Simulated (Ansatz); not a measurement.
# SnGe7: a changed input and its effect

System: SnGe7 (16 atoms in the cell).
Method of the first run: DFT PBEsol, scalar-relativistic, plane waves, PAW, no spin polarisation (Ansatz 0.2.0).

The structure was built on a prototype by a generator; it need not be a known phase. Text and figures count atoms from 1; the logs count them from 0 in places.

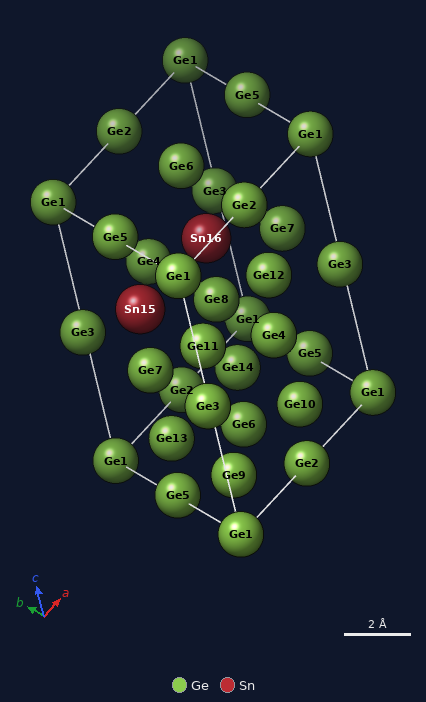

**Figure 1.** The input geometry (spheres-only view of the reduced cell, seen slightly off an axis; atoms are numbered from 1 in the order of the input).

### Input file, the first run
```yaml
crystal:
  lattice:
    - [-0.0055255554, 5.7897848215, 5.8004018839]
    - [5.7897848215, -0.0055255554, 5.8004018839]
    - [5.7842592662, 5.7842592662, 0.0]
  atoms:
    - { symbol: Ge, position: [0.0006947852, 0.0006947852, -0.0006947852] }
    - { symbol: Ge, position: [0.0006947852, 0.0006947852, 0.4993052148] }
    - { symbol: Ge, position: [0.0131079946, 0.4953380355, -0.004223015] }
    - { symbol: Ge, position: [0.0131079946, 0.4953380355, 0.495776985] }
    - { symbol: Ge, position: [0.4953380355, 0.0131079946, -0.004223015] }
    - { symbol: Ge, position: [0.4953380355, 0.0131079946, 0.495776985] }
    - { symbol: Ge, position: [0.4901197723, 0.4901197723, 0.0098802277] }
    - { symbol: Ge, position: [0.4901197723, 0.4901197723, 0.5098802277] }
    - { symbol: Ge, position: [0.1257798533, 0.1257798533, 0.1242201467] }
    - { symbol: Ge, position: [0.1257798533, 0.1257798533, 0.6242201467] }
    - { symbol: Ge, position: [0.1249887366, 0.6248972432, 0.1250570101] }
    - { symbol: Ge, position: [0.1249887366, 0.6248972432, 0.6250570101] }
    - { symbol: Ge, position: [0.6248972432, 0.1249887366, 0.1250570101] }
    - { symbol: Ge, position: [0.6248972432, 0.1249887366, 0.6250570101] }
    - { symbol: Sn, position: [0.6250735793, 0.6250735793, 0.1249264207] }
    - { symbol: Sn, position: [0.6250735793, 0.6250735793, 0.6249264207] }
basis:
  ecutwfc: 420
kpoints:
  mp_grid: { grid: [6, 6, 6] }
  band_path:
    path:
      - [0.0, 0.0, 0.0]
      - [0.16666667, -0.16666667, 0.0]
      - [0.0, 0.0, 0.16666667]
    npoints: 1
hamiltonian:
  xc: pbesol
scf:
  occupations: { method: gaussian, width: 0.1 }
  n_extra_bands: 11
output:
  forces: true
  stress: true
  eigenvalues: true
  write_density: true
  write_potential: true
  elf: true
  volumetric_format: npy
```

Launched with:
```bash
ansatz run input.yaml --threads 4 --pin off --max-ram 10240MiB --backend cpu --events-out ev --progress --plain --runs-dir out
```

Hardware: 4 threads of Intel Xeon @ 2.70GHz, 189 GiB of memory available, shared host.

### Output, shortened to warnings, some set-up lines, iterations and results (the first run)
```
Basis set: ecut = 420 eV, 7631 PW (Γ), exchange–correlation on 120×120×120 points (8 copies of the dense FFT grid, shifted against one another)
Symmetry: 8 space group operations
k-points: 46 of 216 (time reversal used)
Initial density: superposition of atomic densities (neutral atoms: chi_scale 0, normalization atom), corrected by the library's trained network
[...]
SCF iter   1: F=—  HF=-71447.956766 eV  |F-HF|=—  |Δ(HF+E_count)|=         —  Δρ=2.93e-3  dr2=6.44e-2  ethr=1.77e-3  ⟨swp⟩=5.9  Hψ=20996  notcnv=0
SCF iter   2: F=—  HF=-71447.937284 eV  |F-HF|=—  |Δ(HF+E_count)|=   1.95e-2  Δρ=2.03e-3  dr2=3.50e-2  ethr=2.87e-5  ⟨swp⟩=1.2  Hψ=6912  notcnv=0
SCF iter   3: F=—  HF=-71447.932873 eV  |F-HF|=—  |Δ(HF+E_count)|=   4.41e-3  Δρ=1.03e-3  dr2=3.56e-3  ethr=1.56e-5  ⟨swp⟩=2.0  Hψ=10281  notcnv=0
SCF iter   4: F=—  HF=-71447.932307 eV  |F-HF|=—  |Δ(HF+E_count)|=   5.66e-4  Δρ=4.82e-4  dr2=1.88e-3  ethr=1.59e-6  ⟨swp⟩=2.0  Hψ=10629  notcnv=0
SCF iter   5: F=—  HF=-71447.931396 eV  |F-HF|=—  |Δ(HF+E_count)|=   9.11e-4  Δρ=1.74e-4  dr2=2.74e-4  ethr=8.41e-7  ⟨swp⟩=2.0  Hψ=10631  notcnv=0
SCF iter   6: F=—  HF=-71447.931408 eV  |F-HF|=—  |Δ(HF+E_count)|=   1.12e-5  Δρ=7.43e-5  dr2=4.22e-5  ethr=1.22e-7  ⟨swp⟩=2.0  Hψ=6947  notcnv=0
SCF iter   7: F=—  HF=-71447.931367 eV  |F-HF|=—  |Δ(HF+E_count)|=   4.09e-5  Δρ=4.63e-5  dr2=1.30e-5  ethr=1.88e-8  ⟨swp⟩=2.0  Hψ=9119  notcnv=0
SCF iter   8: F=—  HF=-71447.931367 eV  |F-HF|=—  |Δ(HF+E_count)|=   2.48e-7  Δρ=2.29e-5  dr2=3.32e-6  ethr=5.80e-9  ⟨swp⟩=2.0  Hψ=10633  notcnv=0
SCF iter   9: F=—  HF=-71447.931365 eV  |F-HF|=—  |Δ(HF+E_count)|=   1.76e-6  Δρ=9.33e-6  dr2=8.08e-7  ethr=1.48e-9  ⟨swp⟩=2.0  Hψ=10628  notcnv=0
SCF iter  10: F=-71447.931365 eV  HF=-71447.931365 eV  |F-HF|=3.04e-9  |Δ(HF+E_count)|=   3.27e-7  Δρ=2.50e-6  dr2=5.74e-8  ethr=4.46e-11  ⟨swp⟩=11.8  Hψ=41195  notcnv=0
SCF 1 converged in 10 iterations: F = -71447.931365 eV  dr2 = 5.74e-8
NSCF: frozen V_eff on 3 k-points
SCF converged after 10 iterations
Free energy (F): -71447.931365 eV
Harris-Foulkes:  -71447.931365 eV  (|F-HF|=3.04e-9)
Internal energy: -71447.924002 eV  (E = F + TS)
E sigma→0 (E₀):  -71447.927684 eV
Entropy (-TS):   -0.007363 eV (-0.460 meV/atom)
Fermi energy:    8.159761 eV
--- Per-component energies (eV) ---
  E_band       = -2400.132870
  E_kinetic    = 1935.051588
  E_local      = -37240.992167  (includes V_loc(G=0)·N_el)
  E_nonlocal   = 5818.084447
  E_hartree    = 16640.779869
  E_xc         = -1805.698142
  E_vxc        = -1097.333677  (∫ρ·V_xc dr)
  E_paw        = -35838.798120  (= ΣΔE_a)
  E_vpaw       = -5096.484675  (= ΣTr[D̂ρ^β])
  E_aug_tail   = 0.004348  (compensation charges beyond the density's cutoff)
  E_ewald      = -20969.776612
  E_core_change = 13.420787  (= ΣΔE_core)
  E_smearing   = -0.007363  (= −TS)
  E_closure    = -0.000000  (closes the sum)
  Σ components = -71447.931365   (vs F -71447.931365, Δ=0.00e0)
--- Forces (eV/Å), atoms counted from 1 ---
  atom   1  Ge     0.00000000     0.00000000    -0.00002246
  atom   2  Ge     0.00000000     0.00000000    -0.00002246
  atom   3  Ge    -0.00014621     0.00014621     0.00013963
  atom   4  Ge    -0.00014621     0.00014621     0.00013963
  atom   5  Ge     0.00014621    -0.00014621     0.00013963
  atom   6  Ge     0.00014621    -0.00014621     0.00013963
  atom   7  Ge     0.00000000     0.00000000    -0.00011517
  atom   8  Ge     0.00000000     0.00000000    -0.00011517
  atom   9  Ge     0.00000000     0.00000000    -0.00032437
  atom  10  Ge     0.00000000     0.00000000    -0.00032437
  atom  11  Ge    -0.00001997     0.00001997     0.00031587
  atom  12  Ge    -0.00001997     0.00001997     0.00031587
  atom  13  Ge     0.00001997    -0.00001997     0.00031587
  atom  14  Ge     0.00001997    -0.00001997     0.00031587
  atom  15  Sn     0.00000000     0.00000000    -0.00044388
  atom  16  Sn     0.00000000     0.00000000    -0.00044388
  max |Σ_I F_I| component: 1.02e-5 eV/Å
--- Stress (GPa, compression-positive) ---
       -0.000128       0.000005      -0.000000
        0.000005      -0.000128      -0.000000
       -0.000000      -0.000000       0.000483
  P = ⅓ Tr σ = 0.0001 GPa (0.001 kbar)
```

The input of the second run differs as follows (lines with − go, lines with + come):
```diff
-  ecutwfc: 420
+  ecutwfc: 500
-  xc: pbesol
+  xc: r2scan
-  write_density: true
-  write_potential: true
-  elf: true
-  volumetric_format: npy
```

How does the second run compare with the first run?

The total energies belong to different methods, so their difference says nothing on which is more stable or more accurate. The largest force goes from 0.000 to 0.050 eV/Å. The functional changes from PBEsol to r2SCAN. The SCF takes 11 iterations against 10. The plane waves at Γ go from 7631 to 9841. On the same kind of shared host the second run took about 1.6 times as long.

### Output, shortened to warnings, some set-up lines, iterations and results (the second run)
```
Basis set: ecut = 500 eV, 9841 PW (Γ), exchange–correlation on 240×240×240 points (64 copies of the dense FFT grid, shifted against one another)
Symmetry: 8 space group operations
k-points: 46 of 216 (time reversal used)
Initial density: superposition of atomic densities (neutral atoms: chi_scale 0, normalization atom), corrected by the library's trained network
[...]
SCF iter   1: F=—  HF=-72317.305068 eV  |F-HF|=—  |Δ(HF+E_count)|=         —  Δρ=6.17e-3  dr2=6.62e-2  dr2_τ=3.56e-2  ethr=1.77e-3  ⟨swp⟩=5.9  Hψ=20967  notcnv=0
SCF iter   2: F=—  HF=-72317.367699 eV  |F-HF|=—  |Δ(HF+E_count)|=   6.26e-2  Δρ=1.95e-3  dr2=1.68e-2  dr2_τ=1.74e-4  ethr=2.95e-5  ⟨swp⟩=2.0  Hψ=12362  notcnv=0  defer=196
SCF iter   3: F=—  HF=-72317.366889 eV  |F-HF|=—  |Δ(HF+E_count)|=   8.10e-4  Δρ=1.30e-3  dr2=9.87e-3  dr2_τ=2.72e-5  ethr=7.52e-6  ⟨swp⟩=1.0  Hψ=5462  notcnv=0  defer=196
SCF iter   4: F=—  HF=-72317.365314 eV  |F-HF|=—  |Δ(HF+E_count)|=   1.57e-3  Δρ=3.22e-4  dr2=1.92e-3  dr2_τ=2.82e-6  ethr=4.41e-6  ⟨swp⟩=2.0  Hψ=6470  notcnv=0  defer=196
SCF iter   5: F=—  HF=-72317.364975 eV  |F-HF|=—  |Δ(HF+E_count)|=   3.40e-4  Δρ=1.64e-4  dr2=4.59e-4  dr2_τ=1.27e-6  ethr=8.58e-7  ⟨swp⟩=2.0  Hψ=10530  notcnv=0  defer=196
SCF iter   6: F=—  HF=-72317.364846 eV  |F-HF|=—  |Δ(HF+E_count)|=   1.28e-4  Δρ=7.50e-5  dr2=7.37e-5  dr2_τ=2.85e-7  ethr=2.05e-7  ⟨swp⟩=2.0  Hψ=10530  notcnv=0  defer=196
SCF iter   7: F=—  HF=-72317.364625 eV  |F-HF|=—  |Δ(HF+E_count)|=   2.21e-4  Δρ=3.57e-5  dr2=1.05e-5  dr2_τ=7.04e-8  ethr=3.29e-8  ⟨swp⟩=2.0  Hψ=7927  notcnv=0  defer=196
SCF iter   8: F=—  HF=-72317.364626 eV  |F-HF|=—  |Δ(HF+E_count)|=   1.31e-6  Δρ=1.36e-5  dr2=1.66e-6  dr2_τ=1.07e-8  ethr=4.67e-9  ⟨swp⟩=2.0  Hψ=10120  notcnv=0  defer=196
SCF iter   9: F=—  HF=-72317.364627 eV  |F-HF|=—  |Δ(HF+E_count)|=   2.50e-7  Δρ=8.25e-6  dr2=4.24e-7  dr2_τ=2.99e-9  ethr=7.42e-10  ⟨swp⟩=2.0  Hψ=10617  notcnv=0  defer=196
SCF iter  10: F=—  HF=-72317.364627 eV  |F-HF|=—  |Δ(HF+E_count)|=   1.62e-7  Δρ=3.87e-6  dr2=1.44e-7  dr2_τ=7.68e-10  ethr=1.89e-10  ⟨swp⟩=2.0  Hψ=10615  notcnv=0  defer=196
SCF iter  11: F=-72317.364627 eV  HF=-72317.364627 eV  |F-HF|=9.30e-9  |Δ(HF+E_count)|=   1.01e-8  Δρ=1.57e-6  dr2=3.12e-8  dr2_τ=8.73e-11  ethr=4.46e-11  ⟨swp⟩=9.1  Hψ=23538 …
SCF 1 converged in 11 iterations: F = -72317.364627 eV  dr2 = 3.12e-8
NSCF: frozen V_eff on 3 k-points
SCF converged after 11 iterations
Free energy (F): -72317.364627 eV
Harris-Foulkes:  -72317.364627 eV  (|F-HF|=9.30e-9)
Internal energy: -72317.362873 eV  (E = F + TS)
E sigma→0 (E₀):  -72317.363750 eV
Entropy (-TS):   -0.001754 eV (-0.110 meV/atom)
Fermi energy:    8.220321 eV
--- Per-component energies (eV) ---
  E_band       = -2522.071580
  E_kinetic    = 1926.372982
  E_local      = -37238.123024  (includes V_loc(G=0)·N_el)
  E_nonlocal   = 5811.949223
  E_hartree    = 16678.698667
  E_xc         = -1714.166048
  E_vxc        = -1156.656494  (∫ρ·V_xc dr)
  E_paw        = -36798.588201  (= ΣΔE_a)
  E_vpaw       = -5289.700857  (= ΣTr[D̂ρ^β])
  E_aug_tail   = 0.000220  (compensation charges beyond the density's cutoff)
  E_vtau       = 66.691745  (kinetic-family band-sum trace: ∫τ·v_τ [+ j·A + Jᵃ·Aᵃ] dr)
  E_ewald      = -20969.776612
  E_core_change = -13.730081  (= ΣΔE_core)
  E_smearing   = -0.001754  (= −TS)
  E_closure    = -0.000000  (closes the sum)
  Σ components = -72317.364627   (vs F -72317.364627, Δ=0.00e0)
--- Forces (eV/Å), atoms counted from 1 ---
  atom   1  Ge     0.00000000     0.00000000    -0.00344240
  atom   2  Ge     0.00000000     0.00000000    -0.00344240
  atom   3  Ge     0.01553792    -0.01553792    -0.00098109
  atom   4  Ge     0.01553792    -0.01553792    -0.00098109
  atom   5  Ge    -0.01553792     0.01553792    -0.00098109
  atom   6  Ge    -0.01553792     0.01553792    -0.00098109
  atom   7  Ge    -0.00000000    -0.00000000     0.02968857
  atom   8  Ge    -0.00000000    -0.00000000     0.02968857
  atom   9  Ge    -0.00000000    -0.00000000     0.02528303
  atom  10  Ge    -0.00000000    -0.00000000     0.02528303
  atom  11  Ge    -0.03544774     0.03544774    -0.00470882
  atom  12  Ge    -0.03544774     0.03544774    -0.00470882
  atom  13  Ge     0.03544774    -0.03544774    -0.00470882
  atom  14  Ge     0.03544774    -0.03544774    -0.00470882
  atom  15  Sn     0.00000000     0.00000000    -0.04015220
  atom  16  Sn     0.00000000     0.00000000    -0.04015220
  max |Σ_I F_I| component: 5.64e-6 eV/Å
--- Stress (GPa, compression-positive) ---
        0.100468       0.010198       0.000000
        0.010198       0.100468       0.000000
        0.000000       0.000000       0.090563
  P = ⅓ Tr σ = 0.0972 GPa (0.972 kbar)
```

### The two runs side by side

| quantity | the first run | the second run |
| --- | --- | --- |
| outcome | converged | converged |
| free energy per atom (eV) | −4465.4957 | −4519.8353 |
| energy per atom, smearing taken to zero (eV) | −4465.4955 | −4519.8352 |
| gap on the mesh (eV) | 0.00 | 0.00 |
| pressure (GPa) | 0.00 | 0.10 |
| largest force (eV/Å) | 0.000 | 0.050 |
| SCF iterations | 10 | 11 |
| irreducible k-points | 46 | 46 |
| plane waves at Γ | 7631 | 9841 |
| wall time (shared host) | 1.7 min | 2.8 min |
